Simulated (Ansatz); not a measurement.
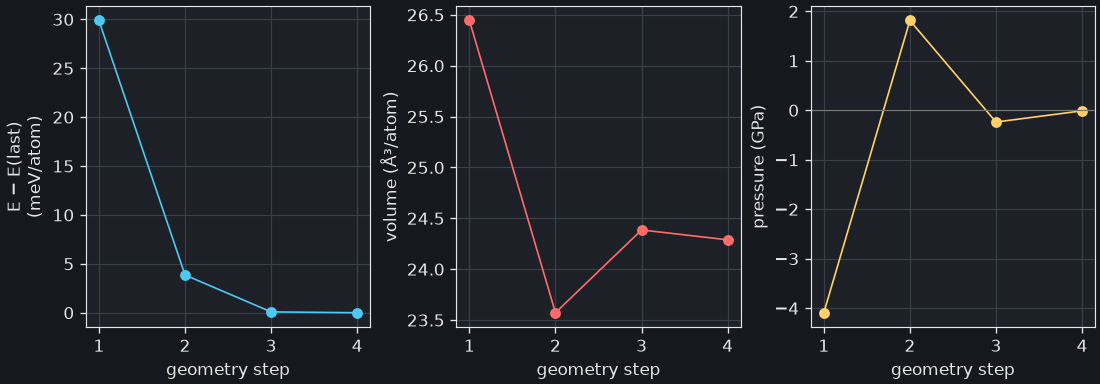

History of a geometry optimisation. The run: CaSe (Fm-3m, 2 atoms in the cell), by DFT, LDA, plane waves, PAW (Ansatz); cutoff 420 eV, 6×6×6 k-mesh, Fermi–Dirac smearing of 0.02 eV. Atoms and cell relax. A closing SCF on a freshly chosen basis isn't drawn.

The optimisation met its thresholds at geometry 4, counting the start as the first. The energy fell by about 30 meV/atom from the first step to the last. All forces vanish by symmetry, so only the cell moves. The volume shrinks from 26.4 to 24.3 Å³ per atom (−8 %), overshooting to 23.6 at step 2, as the pressure goes from −4.1 GPa to about 0 GPa.
